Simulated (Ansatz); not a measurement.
System: SiNi.

```cif
data_structure
_symmetry_space_group_name_H-M 'P 1'
_symmetry_Int_Tables_number 1
_cell_length_a 4.4680
_cell_length_b 4.4680
_cell_length_c 4.4680
_cell_angle_alpha 90.000
_cell_angle_beta 90.000
_cell_angle_gamma 90.000
_cell_volume 89.19
loop_
_atom_site_label
_atom_site_type_symbol
_atom_site_fract_x
_atom_site_fract_y
_atom_site_fract_z
_atom_site_occupancy
Si1 Si 0.84646 0.84646 0.84646 1
Si2 Si 0.65354 0.15354 0.34646 1
Si3 Si 0.34646 0.65354 0.15354 1
Si4 Si 0.15354 0.34646 0.65354 1
Ni1 Ni 0.14899 0.14899 0.14899 1
Ni2 Ni 0.35101 0.85101 0.64899 1
Ni3 Ni 0.64899 0.35101 0.85101 1
Ni4 Ni 0.85101 0.64899 0.35101 1
```

Space group P2₁3; computed without spin polarisation.

Theory: DFT PBEsol, scalar-relativistic, plane waves, PAW in Ansatz 0.2.0.

> What can the converged valence pseudo-density and electron localisation function tell about the bonding?

Si–Ni (2.38 Å): ρ is about 0.42 e/Å³ halfway; the ELF peaks at about 0.70 in the valence shell of Si, 0.9 Å from its nucleus, and is about 0.45 at the midpoint.

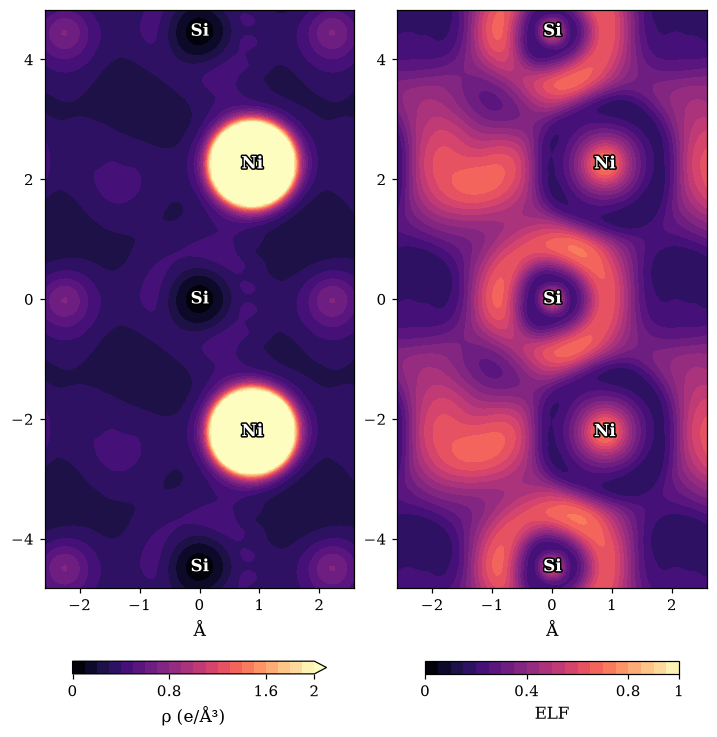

Computed valence pseudo-density and electron localisation function on the (100) plane of the conventional cell, in this order. Atoms just off the plane (Si, 0.9 Å away and Ni, 0.9 Å away) can leave unmarked features too.

In a PAW calculation such maps are meaningful between the atoms, not at the nuclei.
